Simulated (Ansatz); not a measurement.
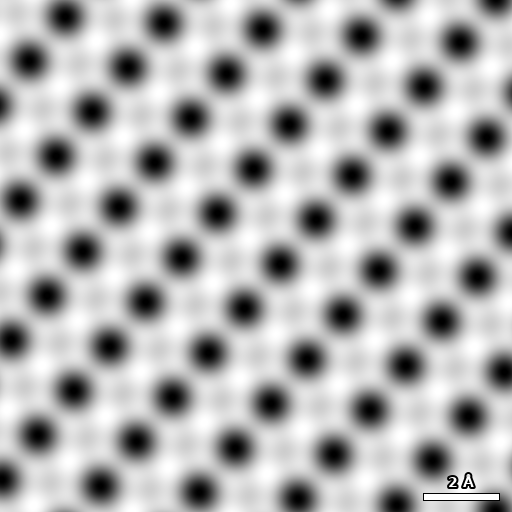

Phase-contrast TEM-like image of Pt (Im-3m, No. 229). Simulated in the weak-phase-object approximation with neutral-atom potentials: 80 kV, Cs = 10 µm, defocus −78 Å (negative is underfocus), defocus spread 8 Å, aperture 0.92 1/Å. Structure used: the geometry given to an electronic-structure calculation, possibly off equilibrium; the starting structure was generated, so it need not be a known form of this composition.

```cif
data_structure
_symmetry_space_group_name_H-M 'Im-3m'
_symmetry_Int_Tables_number 229
_cell_length_a 3.1228
_cell_length_b 3.1228
_cell_length_c 3.1228
_cell_angle_alpha 90.000
_cell_angle_beta 90.000
_cell_angle_gamma 90.000
_cell_volume 30.45
loop_
_atom_site_label
_atom_site_type_symbol
_atom_site_symmetry_multiplicity
_atom_site_Wyckoff_symbol
_atom_site_fract_x
_atom_site_fract_y
_atom_site_fract_z
_atom_site_occupancy
Pt1 Pt 2 a 0.00000 0.00000 0.00000 1
```

Question: Along which zone axis is the crystal seen: [111], [110] or [210]? (Directions equivalent by symmetry count as one.)

Answer: [110]. The projected cells are 2.55 × 2.55 Å, 120° for [111]; 1.56 × 2.21 Å, 90° for [110]; 1.40 × 1.71 Å, 114° for [210], and the image repeats as the [110] one does.
